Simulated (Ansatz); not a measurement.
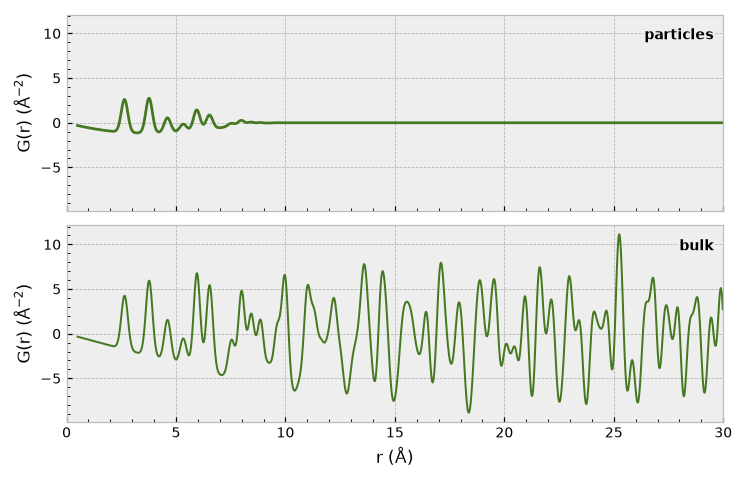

Simulated X-ray pair distribution function, G(r) = R(r)/r − 4πρ₀r, summed over the atomic distances of the structure with each pair weighted by the product of the atomic numbers (X-ray weights at Q = 0); every distance is a Gaussian of σ = 0.15 Å, for spherical particles of Ge with the bulk structure: the bulk G(r) is multiplied by the envelope of a sphere of diameter D, 1 − 3r/2D + r³/2D³, with no surface relaxation. The number density is 0.0526 atoms per Å³. Basis of the simulation: the input geometry of an electronic-structure calculation (not necessarily at equilibrium); the starting structure was generated, so it need not be a known form of this composition.

**How large are the particles?**

About 10 Å (1.0 nm): the signal is half of the bulk amplitude at r ≈ 3.5 Å and vanishes at r = D, fading from view somewhat earlier.

**Roughly how many atoms does one particle hold?**

About 28 (number density 0.0526 Å⁻³ times πD³/6).
